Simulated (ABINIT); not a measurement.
# Single-point calculation, with input and output: Ga2O3 (part 1 of 2)

- system: Ga2O3 (10 atoms in the cell)
- method: Kohn-Sham DFT of a periodic cell, PBE, PseudoDojo NC SR PBE v0.4.1 standard, no spin polarisation (ABINIT 10.8.3)

The structure derives from an entry of the Crystallography Open Database.

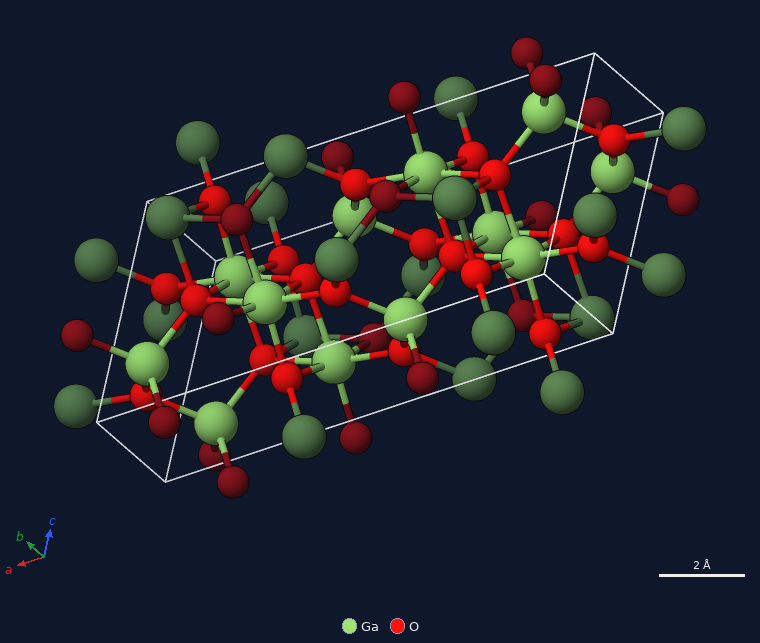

Fig. 1: The input geometry (ball-and-stick view of the cell 2 times as large as that of the calculation, set on its symmetry axes, seen at an oblique angle; neighbours outside the cell are drawn fainter). An atom can appear more than once, as a periodic image. Near neighbours in the periodic cell (some may lie outside the picture): Ga has 4 O at 1.86 to 1.89 Å; Ga has 6 O at 1.97 to 2.11 Å; O has 3 Ga at 1.86 to 1.97 Å; O has 4 Ga at 1.89 to 2.11 Å.

**Summary**

```json
{"quantity": "outcome", "value": "converged"}
{"quantity": "space group (tolerance 0.01 Å)", "value": "C2/m (12)"}
{"quantity": "electrons treated", "value": "88"}
{"quantity": "free energy", "value": "−11028.9666 eV"}
{"quantity": "Fermi energy", "value": "4.437 eV"}
{"quantity": "gap on the k-point mesh", "value": "2.07 eV"}
{"quantity": "pressure", "value": "−0.03 GPa"}
{"quantity": "largest force (length of the vector)", "value": "0.017 eV/Å"}
{"quantity": "hardware", "value": "4 threads of AMD EPYC (Zen 3), 192 GiB of memory available, shared host"}
{"quantity": "wall time", "value": "6.1 min (CPU time 24 min)"}
{"quantity": "peak memory", "value": "0.84 GiB"}
```

**Input**
```
# Pseudopotentials
pp_dirpath "./"
pseudos "Ga.upf, O.upf"

# Structure
acell 3*1.0
rprim
    11.7357222156    -2.9148741824     0.0114030799
    11.7357222156     2.9148741824     0.0114030799
    -2.6529197990     0.0000000000    10.7946059889
ntypat 2
znucl 31 8
natom 10
typat 1 1 1 1 2 2 2 2 2 2
xred
     0.0903370400     0.0903370400     0.7949865500
     0.9096629600     0.9096629600     0.2050134500
     0.6584182000     0.6584182000     0.3141457800
     0.3415818000     0.3415818000     0.6858542200
     0.1637019900     0.1637019900     0.1095329000
     0.8362980100     0.8362980100     0.8904671000
     0.1735267800     0.1735267800     0.5638681700
     0.8264732200     0.8264732200     0.4361318300
     0.4957004500     0.4957004500     0.2557511300
     0.5042995500     0.5042995500     0.7442488700
chkprim 0
chksymtnons 0
tolsym 1.0e-6

# Plane-wave basis
ecut 1142.878222 eV

# k points
kptopt 1
ngkpt 4 4 3
nshiftk 1
shiftk 0.0 0.0 0.0

# Exchange and correlation
ixc 11

# Bands and occupations
nband 53
occopt 3
tsmear 0.00183747

# SCF cycle
nstep 100
tolvrs 1.0e-10

# Output
iomode 3
prtwf 0
prtden 0
prteig 0
prtebands 0
```

Command:
```bash
mpirun --bind-to none -np 4 abinit run.abi > log 2>&1
```

**What the program printed**
```
.Version 10.8.3 of ABINIT
 Symmetries : space group C2/m (# 12); Bravais mC (1-face-center monocl.)
================================================================================
 Values of the parameters that define the memory need of the present run
     intxc =       0    ionmov =       0      iscf =       7    lmnmax =       6
     lnmax =       6     mgfft =      72  mpssoang =       3    mqgrid =    3150
     natom =      10  nloc_mem =       1    nspden =       1   nspinor =       1
    nsppol =       1      nsym =       4    n1xccc =    2501    ntypat =       2
    occopt =       3   xclevel =       2
       mpw =        9627          nfft =      373248          nkpt =          17
================================================================================
================================================================================

--------------------------------------------------------------------------------
------------- Echo of variables that govern the present computation ------------
--------------------------------------------------------------------------------
 -outvars: echo values of preprocessed input variables --------
            acell      1.0000000000E+00  1.0000000000E+00  1.0000000000E+00 Bohr
              amu      6.97230000E+01  1.59994000E+01
          chkprim           0
      chksymtnons           0
             ecut      4.20000000E+01 Hartree
              ixc          11
         kptrlatt        4    0    0      0    4    0      0    0    3
          kptrlen      2.33189935E+01
            natom          10
            nband          53
            ngfft          72      72      72
             nkpt          17
            nstep         100
             nsym           4
           ntypat           2
           occopt           3
           prtden           0
        prtebands           0
           prteig           0
            prtwf           0
            rprim      1.1735722216E+01 -2.9148741824E+00  1.1403079900E-02
                       1.1735722216E+01  2.9148741824E+00  1.1403079900E-02
                      -2.6529197990E+00  0.0000000000E+00  1.0794605989E+01
          spgroup          12
           tolsym      1.00000000E-06
           tolvrs      1.00000000E-10
           tsmear      1.83747000E-03 Hartree
            typat      1  1  1  1  2  2  2  2  2  2
           xangst      5.9824838374E-03 -9.4816750520E-18  4.5422596942E+00
                       1.1010706309E+01 -2.9895925093E-17  1.1820682920E+00
                       7.7369003020E+00 -2.7163042403E-17  1.8024283319E+00
                       3.2797884905E+00 -9.7139667463E-18  3.9218996543E+00
                       1.8794999518E+00 -7.1118060257E-18  6.2765598454E-01
                       9.1371888407E+00  9.5237514514E-17  5.0966720016E+00
                       1.3637040344E+00 -4.2744787201E-17  3.2230555110E+00
                       9.6529847581E+00  7.5554981966E-17  2.5012724752E+00
                       5.7978339719E+00  1.6567343300E-17  1.4668991793E+00
                       5.2188548206E+00  5.3061198758E-18  4.2574288068E+00
            xcart      1.1305256005E-02 -1.7917769063E-17  8.5836268147E+00
                       2.0807219376E+01 -5.6495110706E-17  2.2337853340E+00
                       1.4620622634E+01 -5.1330710888E-17  3.4060959089E+00
                       6.1979019979E+00 -1.8356736747E-17  7.4113162398E+00
                       3.5517401625E+00 -1.3439365649E-17  1.1860979121E+00
                       1.7266784470E+01  1.7997281934E-16  9.6313142366E+00
                       2.5770271419E+00 -8.0775941121E-17  6.0906922043E+00
                       1.8241497490E+01  1.4277822336E-16  4.7267199444E+00
                       1.0956318330E+01  3.1307741471E-17  2.7720377032E+00
                       9.8622063019E+00  1.0027113356E-17  8.0453744455E+00
             xred      9.0337040000E-02  9.0337040000E-02  7.9498655000E-01
                       9.0966296000E-01  9.0966296000E-01  2.0501345000E-01
                       6.5841820000E-01  6.5841820000E-01  3.1414578000E-01
                       3.4158180000E-01  3.4158180000E-01  6.8585422000E-01
                       1.6370199000E-01  1.6370199000E-01  1.0953290000E-01
                       8.3629801000E-01  8.3629801000E-01  8.9046710000E-01
                       1.7352678000E-01  1.7352678000E-01  5.6386817000E-01
                       8.2647322000E-01  8.2647322000E-01  4.3613183000E-01
                       4.9570045000E-01  4.9570045000E-01  2.5575113000E-01
                       5.0429955000E-01  5.0429955000E-01  7.4424887000E-01
            znucl       31.00000    8.00000

================================================================================

 chkinp: Checking input parameters for consistency.

================================================================================
== DATASET  1 ==================================================================

--- !DatasetInfo
iteration_state: {dtset: 1, }
dimensions: {natom: 10, nkpt: 17, mband: 53, nsppol: 1, nspinor: 1, nspden: 1, mpw: 9627, }
cutoff_energies: {ecut:  42.0, pawecutdg:  -1.0, }
electrons: {nelect:   8.80000000E+01, charge:   0.00000000E+00, occopt:   3.00000000E+00, tsmear:   1.83747000E-03, }
meta: {optdriver: 0, ionmov: 0, optcell: 0, iscf: 7, paral_kgb: 0, }
...

 Exchange-correlation functional for the present dataset will be:
  GGA: Perdew-Burke-Ernzerhof functional - ixc=11
  J.P.Perdew, K.Burke, M.Ernzerhof, PRL 77, 3865 (1996)

 Real(R)+Recip(G) space primitive vectors, cartesian coordinates (Bohr,Bohr^-1):
 R(1)= 11.7357222 -2.9148742  0.0114031  G(1)=  0.0425948 -0.1715340  0.0104682
 R(2)= 11.7357222  2.9148742  0.0114031  G(2)=  0.0425948  0.1715340  0.0104682
 R(3)= -2.6529198  0.0000000 10.7946060  G(3)= -0.0000900  0.0000000  0.0926167
 Unit cell volume ucvol=  7.3870344E+02 bohr^3
 Angles (23,13,12)=  1.03338765E+02  1.03338765E+02  2.78972801E+01 degrees

 getcut: wavevector=  0.0000  0.0000  0.0000  ngfft=  72  72  72
         ecut(hartree)=     42.000   => boxcut(ratio)=   2.04119

--- Pseudopotential description ------------------------------------------------
- pspini: atom type   1  psp file is ./Ga.upf
12 -101130 2 -1 1902                          pspcod,pspxc,lmax,lloc,mmax
     nproj     2     2     2

- pspini: atom type   2  psp file is ./O.upf
12 -101130 2 -1 936                           pspcod,pspxc,lmax,lloc,mmax
     nproj     2     2     1

   1.19635173E+04                                ecore*ucvol(ha*bohr**3)
--------------------------------------------------------------------------------

================================================================================

--- !BeginCycle
iteration_state: {dtset: 1, }
solver: {iscf: 7, nstep: 100, nline: 4, wfoptalg: 0, }
tolerances: {tolvrs: 1.00E-10, }
...

     iter   Etot(hartree)      deltaE(h)  residm     vres2
 ETOT  1  -399.48109386744    -3.995E+02 4.283E-01 1.036E+04
 ETOT  2  -403.59395678500    -4.113E+00 4.148E-02 1.453E+04
 ETOT  3  -405.25506677847    -1.661E+00 1.563E-02 5.329E+02
 ETOT  4  -405.27899631885    -2.393E-02 1.541E-02 3.518E+02
 ETOT  5  -405.30427928919    -2.528E-02 4.122E-03 3.213E+01
 ETOT  6  -405.30644970870    -2.170E-03 4.247E-03 8.092E+00
 ETOT  7  -405.30696200351    -5.123E-04 3.165E-03 1.105E+00
 ETOT  8  -405.30704606101    -8.406E-05 3.661E-03 3.354E-02
 ETOT  9  -405.30704750869    -1.448E-06 1.644E-03 6.487E-03
 ETOT 10  -405.30704795816    -4.495E-07 1.500E-03 5.307E-04
 ETOT 11  -405.30704798725    -2.909E-08 5.328E-04 8.880E-05
 ETOT 12  -405.30704799073    -3.480E-09 5.270E-04 2.396E-06
 ETOT 13  -405.30704799078    -5.190E-11 1.825E-04 4.083E-07
 ETOT 14  -405.30704799082    -3.803E-11 2.090E-04 1.012E-07
 ETOT 15  -405.30704799082    -6.821E-12 1.539E-04 1.939E-08
 ETOT 16  -405.30704799082     3.922E-12 2.432E-04 6.519E-09
 ETOT 17  -405.30704799081     4.093E-12 2.277E-04 3.097E-10
 ETOT 18  -405.30704799082    -6.310E-12 3.397E-04 2.262E-11

 At SCF step   18       vres2   =  2.26E-11 < tolvrs=  1.00E-10 =>converged.

 Cartesian components of stress tensor (hartree/bohr^3)
  sigma(1 1)= -1.76134041E-06  sigma(3 2)=  0.00000000E+00
  sigma(2 2)=  2.43394128E-07  sigma(3 1)=  5.99155319E-07
  sigma(3 3)=  4.91502462E-06  sigma(2 1)=  0.00000000E+00
```
